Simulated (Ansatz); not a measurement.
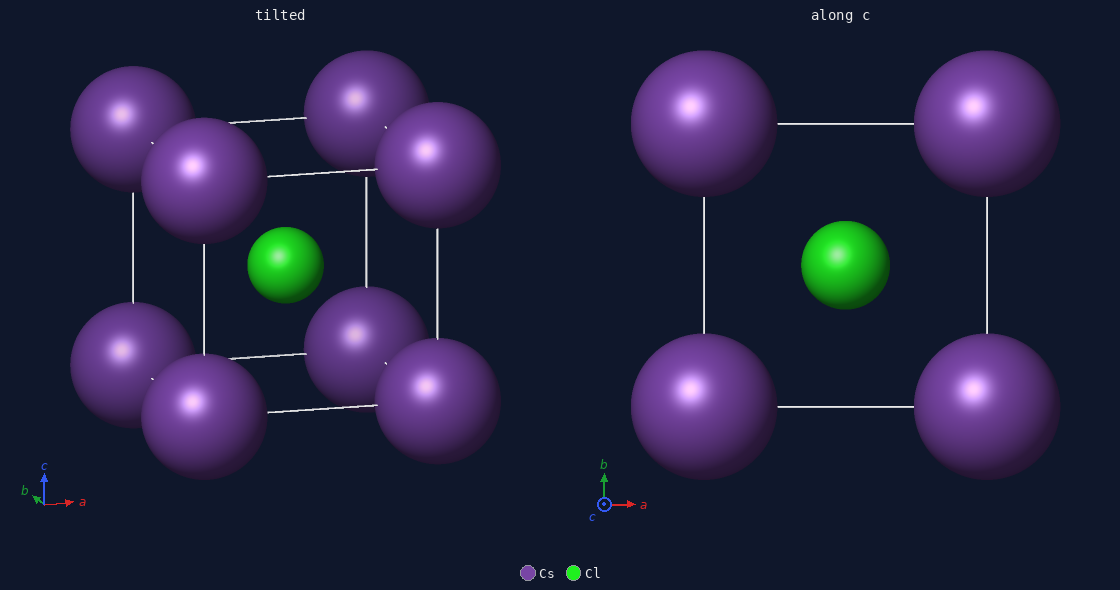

A spheres-only rendering, viewed slightly off an axis and along the c axis. The lines enclose the unit cell; boundary atoms appear with their images.

CsCl, a = 4.177 Å, b = 4.177 Å, c = 4.141 Å, α = 90.00°, β = 90.00°, γ = 90.00°. Strictly the space group is P4/mmm (No. 123, within 0.01 Å). It is a distorted form of a primitive cubic structure, space group Pm-3m (No. 221) within 0.25 Å: caesium chloride (CsCl, B2) type. Its origin is a structure type filled with these elements by a generator (whether the compound takes this form wasn't checked). The cell was then strained or its atoms displaced on purpose. It went into a calculation with Ansatz.

This one geometry was computed with Ansatz (DFT, plane waves, PAW) at three levels of theory: PBE, HSE06 and r2SCAN. It was relaxed with r2SCAN and then strained.

How does the band gap change with the level of theory?

PBE: a gap of 5.12 eV, direct; r2SCAN: a gap of 5.89 eV, direct; HSE06: a gap of 6.42 eV, direct.

Collect the results in a table.

| level | cutoff (eV) | k-mesh of the run's cell | gap (eV) | pressure (GPa) |
| --- | --- | --- | --- | --- |
| PBE | 420 | 6×6×6 | 5.12 | 0.5 |
| HSE06 | 420 | 4×4×4 | 6.42 | 0.1 |
| r2SCAN | 500 | 6×6×6 | 5.89 | -0.3 |

Gaps are taken on the k-mesh or band path of each run.
